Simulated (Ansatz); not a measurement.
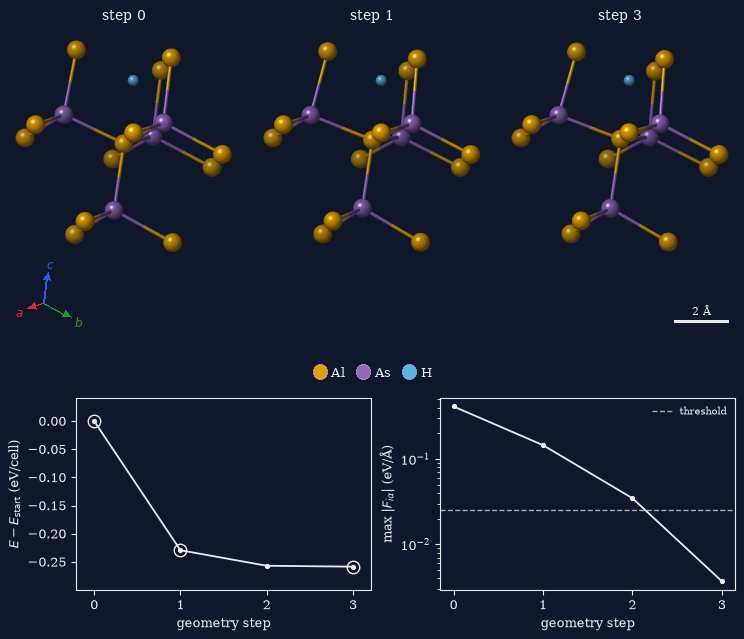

Frames of a relaxation of a defect cell of composition Al16As16H (cell charge −1), marked on the history of the run. Style: ball-and-stick. Shown: the atoms within 4.2 Å of the atom that moves most (axes of the cell of the calculation (origin shifted)), slightly off an axis.

Case: H interstitial, charge -1, atoms relaxed at the host's cell.

Method: DFT PBE, scalar-relativistic, plane waves, PAW (Ansatz). Set-up: plane-wave cutoff 420 eV; k-point mesh 2 × 2 × 2; occupations gaussian; smearing width 0.01 eV; no spin polarisation; atoms relaxed in a fixed cell; force threshold 0.025 eV/Å; at most 45 steps.

Q: Describe the path.

A: The largest moves, 0.17 Å, are those of Al atoms. By element the largest moves are Al 0.17 Å, As 0.07 Å. H stays in place. The lattice vectors keep their values. Near-neighbour distances that change, for instance: Al–As 2.523 → 2.620 Å, Al–As 2.475 → 2.463 Å. Among the angles between lasting bonds that change: Al–As–Al 104.3° → 94.8°, As–Al–As 106.9° → 102.2°, As–Al–As 111.9° → 115.7°. After 3 geometry steps the energy has fallen by 0.259 eV per cell of the calculation. Largest force component: 0.41 eV/Å at the start, 0.0037 eV/Å at the end. Cost: 54 s on 4 threads of Intel(R) Xeon(R) Platinum 8259CL CPU @ 2.50GHz (Skylake/Cascade Lake), on a shared host, peak memory 2.2 GiB. From step 0 to 1: Al atoms move most (0.14 Å), energy −0.229 eV per cell of the calculation. From step 1 to 3: Al atoms move most (0.04 Å), energy −29.2 meV per cell of the calculation.

Limits of the set-up: the cell is charged, on a uniform background, and energies carry no finite-size correction.
